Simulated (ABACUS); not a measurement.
Geometry relaxation of Al (part 1 of 2)

The run: geometry relaxation of Al (1 atom in the cell). Method and program: Kohn-Sham DFT of a periodic cell, rSCAN, SG15 ONCV 1.2 PBE, no spin polarisation (ABACUS 3.10.1).

The structure derives from an entry of the Crystallography Open Database.

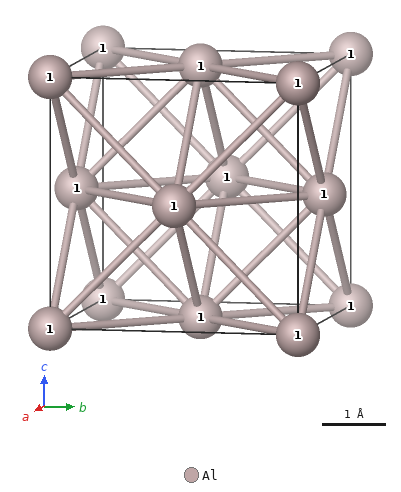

**Figure 1.** The input geometry (ball-and-stick view of the cell 4 times as large as that of the calculation, set on its symmetry axes, seen slightly off an axis; atoms are numbered from 1 in the order of the input). Near neighbours in the crystal (not all of them lie inside the picture): Al has 12 Al at 2.86 Å.

## Input
```
INPUT_PARAMETERS
suffix              Al
calculation         cell-relax
basis_type          pw
pseudo_dir          ./
symmetry            1
dft_functional      MGGA_X_RSCAN+MGGA_C_RSCAN
ecutwfc             69
pseudo_rcut         7
nspin               1
nbands              10
ks_solver           dav
smearing_method     fd
smearing_sigma      0.00367493
scf_thr             1e-08
scf_nmax            100
mixing_type         broyden
mixing_beta         0.7
cal_force           1
cal_stress          1
mixing_tau          1
relax_nmax          60
force_thr_ev        0.02
relax_method        cg
out_stru            1
stress_thr          0.5
kpar                4
```

## File STRU
```
ATOMIC_SPECIES
Al 26.9815 Al_ONCV_PBE-1.2.upf

LATTICE_CONSTANT
5.4112434042

LATTICE_VECTORS
0.0000000000 0.7071067812 0.7071067812
0.7071067812 0.0000000000 0.7071067812
0.7071067812 0.7071067812 0.0000000000

ATOMIC_POSITIONS
Cartesian

Al
0.0
1
0.0000000000 0.0000000000 0.0000000000 1 1 1
```

## File KPT
```
K_POINTS
0
Gamma
7 7 7 0 0 0
```

Machine: 4 threads of Intel Xeon (Granite Rapids), 12 GiB of memory available, shared host.

Launched with:
```bash
OMP_NUM_THREADS=1 mpirun -np 4 abacus > log
```

## What the program printed
```
ABACUS v3.10.1

               Atomic-orbital Based Ab-initio Computation at UStc

 ------------------------------------------------------------------------------------

 READING GENERAL INFORMATION
                           global_out_dir = OUT.Al/
                           global_in_card = INPUT
                               pseudo_dir = ./
                              orbital_dir =
                                    DSIZE = 4
                                    GSIZE = 1

 READING UNITCELL INFORMATION
                                    ntype = 1
                  lattice constant (Bohr) = 5.41124
              lattice constant (Angstrom) = 2.86351

 READING ATOM TYPE 1
                               atom label = Al
                      L=0, number of zeta = 1
                      L=1, number of zeta = 1
                      L=2, number of zeta = 1
             number of atom for this type = 1

                        TOTAL ATOM NUMBER = 1
CARTESIAN COORDINATES ( UNIT =       5.411243404200 Bohr ).
    atom                   x                   y                   z     mag                  vx                  vy                  vz
tauc_Al1            0.0000000000        0.0000000000        0.0000000000  0.0000        0.0000000000        0.0000000000        0.0000000000

                          Volume (Bohr^3) = 112.041
                             Volume (A^3) = 16.6027

 Lattice vectors: (Cartesian coordinate: in unit of a_0)
                   +0           +0.707107           +0.707107
            +0.707107                  +0           +0.707107
            +0.707107           +0.707107                  +0
 Reciprocal vectors: (Cartesian coordinate: in unit of 2 pi/a_0)
            -0.707107           +0.707107           +0.707107
            +0.707107           -0.707107           +0.707107
            +0.707107           +0.707107           -0.707107
 The esolver type has been set to : ksdft_pw

                PAO radial cut off (Bohr) = 7

 Read in pseudopotential file is Al_ONCV_PBE-1.2.upf
                     pseudopotential type = NC
          exchange-correlation functional = PBE
                 nonlocal core correction = 0
                        valence electrons = 11
                                     lmax = 1
                           number of zeta = 0
                     number of projectors = 4
                           L of projector = 0
                           L of projector = 0
                           L of projector = 1
                           L of projector = 1
 XC functional updated to : MGGA_X_RSCAN+MGGA_C_RSCAN
          exchange-correlation functional = MGGA_X_RSCAN+MGGA_C_RSCAN
     initial pseudo atomic orbital number = 0

 SETUP THE ELECTRONS NUMBER
            electron number of element Al = 11
      total electron number of element Al = 11
            AUTOSET number of electrons:  = 11
                           occupied bands = 6
                                   NBANDS = 10
                                   NLOCAL = 9

%%%%%%%%%%%%%%%%%%%%%%%%%%%%%%%%%%%%%%%%%%%%%%%%%%%%%%%%%%%%%%%%%%%%%%%%%%%%%%%%%%%%%%%%%%%%%%%%%%%%%%%%%%
 Warning: the number of valence electrons in pseudopotential > 3 for Al: [Ne] 3s2 3p1
 Pseudopotentials with additional electrons can yield (more) accurate outcomes, but may be less efficient.
 If you're confident that your chosen pseudopotential is appropriate, you can safely ignore this warning.
%%%%%%%%%%%%%%%%%%%%%%%%%%%%%%%%%%%%%%%%%%%%%%%%%%%%%%%%%%%%%%%%%%%%%%%%%%%%%%%%%%%%%%%%%%%%%%%%%%%%%%%%%%

 SETUP THE PLANE WAVE BASIS
 energy cutoff for charge/potential (unit:Ry) = 276
            fft grid for charge/potential = [ 30, 30, 30 ]
                        fft grid division = [ 1, 1, 1 ]
        big fft grid for charge/potential = [ 30, 30, 30 ]
                                     nbxx = 27000
                                     nrxx = 27000

 SETUP PLANE WAVES FOR CHARGE/POTENTIAL
                    number of plane waves = 8657
                         number of sticks = 559

 PARALLEL PW FOR CHARGE/POTENTIAL
     PROC   COLUMNS(POT)             PW
        1            559           8657
 --------------- sum -------------------
        1            559           8657
                            number of |g| = 139
                                  max |g| = 204
                                  min |g| = 0

----------- Double Check Mixing Parameters Begin ------------
mixing_type: broyden
mixing_beta: 0.7
mixing_gg0: 1
mixing_gg0_min: 0.1
mixing_ndim: 8
----------- Double Check Mixing Parameters End ------------

 LATTICE VECTORS: (CARTESIAN COORDINATE: IN UNIT OF A0)
                   +0           +0.707107           +0.707107
            +0.707107                  +0           +0.707107
            +0.707107           +0.707107                  +0
                       right hand lattice = 1
                                   NORM_A = 1
                                   NORM_B = 1
                                   NORM_C = 1
                           ALPHA (DEGREE) = 60
                           BETA  (DEGREE) = 60
                           GAMMA (DEGREE) = 60

 The lattice vectors have been changed (STRU_SIMPLE.cif)

(for optimal symmetric configuration:)
                             BRAVAIS TYPE = 3
                     BRAVAIS LATTICE NAME = 03. Cubic F (face-centered)
                                    ibrav = 3
                                    IBRAV = 3
                                  BRAVAIS = FACE CENTERED CUBIC
                       LATTICE CONSTANT A = 1.41421
Original cell was already a primitive cell.
                        ROTATION MATRICES = 48
              PURE POINT GROUP OPERATIONS = 48
                   SPACE GROUP OPERATIONS = 48
                              POINT GROUP = O_h
               POINT GROUP IN SPACE GROUP = O_h

 SETUP K-POINTS
                                    nspin = 1
                   Input type of k points = Monkhorst-Pack(Gamma)
                                   nkstot = 343
                       right hand lattice = 1
(for reciprocal lattice: )
                             BRAVAIS TYPE = 2
                     BRAVAIS LATTICE NAME = 02. Cubic I (body-centered)
                                    ibrav = 2
                       right hand lattice = 1
(for k-lattice: )
                             BRAVAIS TYPE = 2
                     BRAVAIS LATTICE NAME = 02. Cubic I (body-centered)
                                    ibrav = 2
                       right hand lattice = 1
                        ROTATION MATRICES = 48
                               nkstot_ibz = 20
K-POINTS REDUCTION ACCORDING TO SYMMETRY
     IBZ    DIRECT_X    DIRECT_Y    DIRECT_Z  WEIGHT  ibz2bz
       1  0.00000000  0.00000000  0.00000000  0.0029       0
       2  0.14285714  0.14285714  0.14285714  0.0233       1
       3  0.28571429  0.28571429  0.28571429  0.0233       2
       4  0.42857143  0.42857143  0.42857143  0.0233       3
       5  0.14285714  0.14285714  0.00000000  0.0175       8
       6  0.28571429  0.14285714  0.28571429  0.0700       9
       7  0.42857143  0.28571429  0.42857143  0.0700      10
       8 -0.42857143  0.42857143  0.42857143  0.0700      11
       9  0.42857143  0.28571429  0.28571429  0.0700      12
      10  0.28571429  0.14285714  0.14285714  0.0350      13
      11  0.28571429  0.28571429  0.00000000  0.0175      16
      12  0.42857143  0.42857143  0.14285714  0.0700      17
      13 -0.28571429  0.42857143  0.42857143  0.0700      18
      14 -0.42857143  0.28571429  0.28571429  0.0350      19
      15  0.42857143  0.42857143  0.00000000  0.0175      24
      16 -0.14285714  0.42857143  0.42857143  0.0350      25
      17  0.42857143  0.28571429  0.14285714  0.0700      66
      18 -0.42857143  0.42857143  0.28571429  0.1399      67
      19 -0.42857143  0.42857143  0.14285714  0.0700      74
      20 -0.28571429  0.42857143  0.28571429  0.0700      75

                               nkstot now = 20
[... K-POINTS DIRECT COORDINATES: 20 rows ...]

           k-point number in this process = 5
       minimum distributed K point number = 5
[... stars of the k points ...]

[... K-POINTS CARTESIAN COORDINATES: 5 rows ...]

[... K-POINTS DIRECT COORDINATES: 5 rows ...]

 SETUP PLANE WAVES FOR WAVE FUNCTIONS
     energy cutoff for wavefunc (unit:Ry) = 69
              fft grid for wave functions = [ 30, 30, 30 ]
                    number of plane waves = 1363
                         number of sticks = 163

 PARALLEL PW FOR WAVE FUNCTIONS
     PROC   COLUMNS(POT)             PW
        1            163           1363
 --------------- sum -------------------
        1            163           1363

 SETUP NONLOCAL PSEUDOPOTENTIALS IN PLANE WAVE BASIS
 Al non-local projectors:
 projector 1 L=0
 projector 2 L=0
 projector 3 L=1
 projector 4 L=1
      TOTAL NUMBER OF NONLOCAL PROJECTORS = 8

 Init Non-Local PseudoPotential table :
 Init Non-Local-Pseudopotential done.

                                     npwx = 1089

 -------------------------------------------
 STEP OF RELAXATION : 1
 -------------------------------------------
                                 init_chg = atomic

 PW ALGORITHM --------------- ION=   1  ELEC=   1--------------------------------
 Notice: Threshold on eigenvalues was too large.
 hsover_error=0.11 > DRHO=0.0138177
 Origin diag ethr = 0.01
 New diag ethr = 0.000125616

 Density error is 0.0117904391977
                          Error Threshold = 0.000125615503221
----------------------------------------------------------
     Energy           Rydberg                 eV
----------------------------------------------------------
 E_KohnSham     -138.4924824474      -1884.2868914500
 E_Harris       -139.7653264959      -1901.6048231745
 E_Fermi        0.7851335406         10.6822898435
----------------------------------------------------------

 PW ALGORITHM --------------- ION=   1  ELEC=   2--------------------------------

 Density error is 0.00364893336557
                          Error Threshold = 0.000107185810888
----------------------------------------------------------
     Energy           Rydberg                 eV
----------------------------------------------------------
 E_KohnSham     -138.5157704301      -1884.6037407099
 E_Harris       -138.9564183594      -1890.5990633600
 E_Fermi        0.8247013515         11.2206375281
----------------------------------------------------------

 PW ALGORITHM --------------- ION=   1  ELEC=   3--------------------------------

 Density error is 0.00044191869493
                          Error Threshold = 3.31721215052e-05
----------------------------------------------------------
     Energy           Rydberg                 eV
----------------------------------------------------------
 E_KohnSham     -138.5175420026      -1884.6278441901
 E_Harris       -138.3144691135      -1881.8648957892
 E_Fermi        0.8101180825         11.0222219747
----------------------------------------------------------

 PW ALGORITHM --------------- ION=   1  ELEC=   4--------------------------------

 Density error is 9.46108800368e-05
                          Error Threshold = 4.01744268118e-06
----------------------------------------------------------
     Energy           Rydberg                 eV
----------------------------------------------------------
 E_KohnSham     -138.5181347409      -1884.6359088075
 E_Harris       -138.5995053536      -1885.7430127909
 E_Fermi        0.8143533077         11.0798451693
----------------------------------------------------------
```
